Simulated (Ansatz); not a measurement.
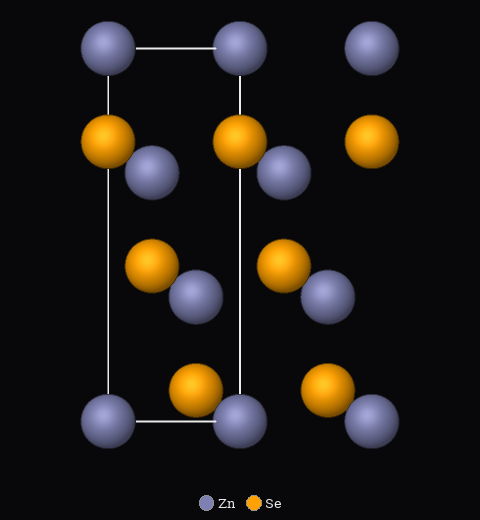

Projection along an edge of the hexagonal mesh, stacking direction [111] upwards. Every atom sits on one of the three columns of the mesh; call them A, B, C in the order in which they first turn up. The box is the hexagonal cell of the face-centred cubic lattice. The sequence starts with the first layer at or above the cell's origin.

System ZnSe; source of the atomic positions: coordinates from a relaxation with DFT, LDA, plane waves, PAW (Ansatz).

### List the layers of one repeat.

Zn(A) – Se(B) – Zn(B) – Se(C) – Zn(C) – Se(A) (six layers in 9.64 Å).

### How are the Se layers alone stacked?

Se layers alone: BCA, the cubic close-packed type.

### Which positions between or in the Se layers do the other atoms fill?

Zn: three tetrahedral sites, counted in one hexagonal cell.

### What short polytype symbol fits?

Polytype symbol 3C, the symbol of a tetrahedral polytype (number of double layers in the repeat and lattice).

Heights of the layers:

```tsv
layer	atoms (column)	height (Å)	to next (Å)
1	Zn(A)	0.00	0.80
2	Se(B)	0.80	2.41
3	Zn(B)	3.21	0.80
4	Se(C)	4.02	2.41
5	Zn(C)	6.43	0.80
6	Se(A)	7.23	2.41
```
